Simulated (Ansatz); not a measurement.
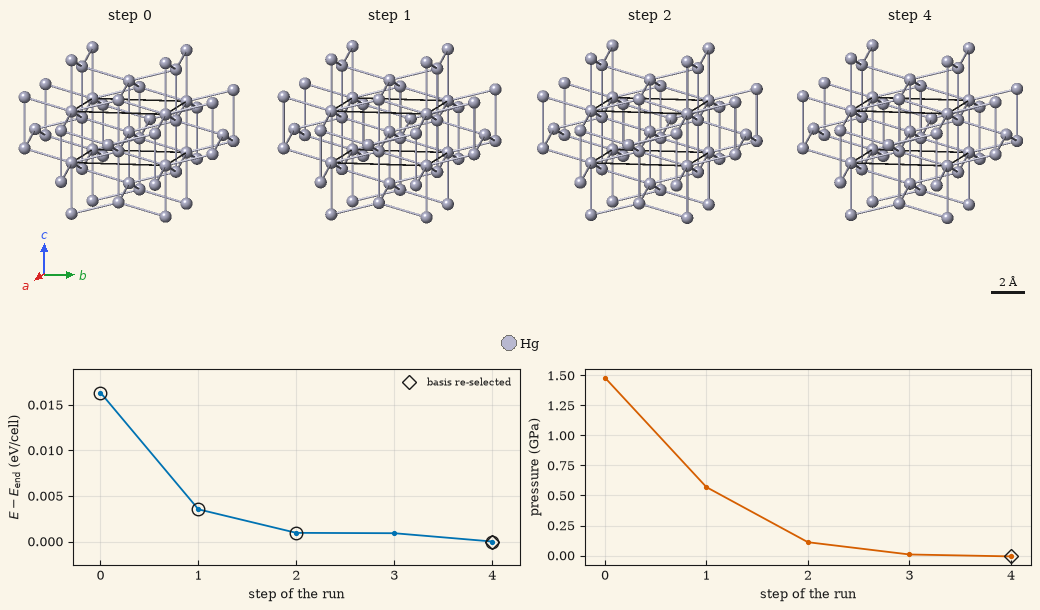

Frames of a relaxation of solid Hg (set up in I4_1/amd), marked on the history of the run. The picture is a ball-and-stick view of the conventional cell (2 times the calculation's cell), seen slightly off an axis. Lengths and directions refer to the drawn axes.

Method: DFT PBE, scalar-relativistic, plane waves, PAW in Ansatz 0.2.0.

Input
```yaml
crystal:
  lattice:
    - [-2.92975414, 2.92975414, 1.57255255]
    - [2.92975414, -2.92975414, 1.57255255]
    - [2.92975414, 2.92975414, -1.57255255]
  atoms:
    - { symbol: Hg, position: [0.75, 0.25, 0.5] }
    - { symbol: Hg, position: [0.0, 0.0, 0.0] }
basis:
  ecutwfc: 420
kpoints:
  mp_grid: { grid: [16, 16, 16] }
hamiltonian:
  xc: pbe
scf:
  occupations: { method: gaussian, width: 0.1 }
output:
  forces: true
  stress: true
  eigenvalues: true
  write_density: true
  write_potential: true
  elf: true
  volumetric_format: npy
relax:
  adjacent_minimum: "off"
  f_tol: 0.005
  max_steps: 80
  cell: { stress_tol: 0.05 }
```

Command:
```bash
ansatz run input.yaml --threads 1 --pin off --max-ram 2560MiB --backend cpu --events-out ev --progress --plain --runs-dir out
```

**What happens along the run?**

Over 3 accepted moves (4 points after the start) the energy falls by 16.3 meV per cell of the calculation. All forces vanish by symmetry, so only the cell relaxes. Pressure: 1.48 GPa at the start and −0.01 GPa at the end. The SCF was repeated once at an unchanged geometry on a basis and grid sized afresh for the cell, which shifted the energy by 0.9 meV per cell of the calculation at most. The atoms keep their places relative to the cell (all moves are under 0.005 Å). The volume changes by +7.2 %, with a = b 5.860 → 6.011 Å (+2.6 %), c 3.145 → 3.205 Å (+1.9 %). Among the contacts that change: Hg1–Hg2 3.033 → 3.110 Å, Hg1–Hg1 3.145 → 3.205 Å. The space group stays I4_1/amd (No. 141). The run took 100 s on 1 thread of Arm Neoverse V2 (shared host), peak memory 0.59 GiB. From step 0 to 1: volume +3.9 %, energy −12.8 meV per cell of the calculation. From step 1 to 2: volume +2.5 %, energy −2.6 meV per cell of the calculation. From step 2 to 4: volume +0.6 %, energy −0.9 meV per cell of the calculation.

```csv
step,"E − E(0), meV/atom","pressure, GPa","volume, Å³/atom",note
0,0.00,1.48,26.996,
1,-6.41,0.57,28.060,
2,-7.70,0.11,28.767,
3,-7.72,0.01,28.950,
4,-8.17,-0.01,28.950,"same geometry, new basis"
```
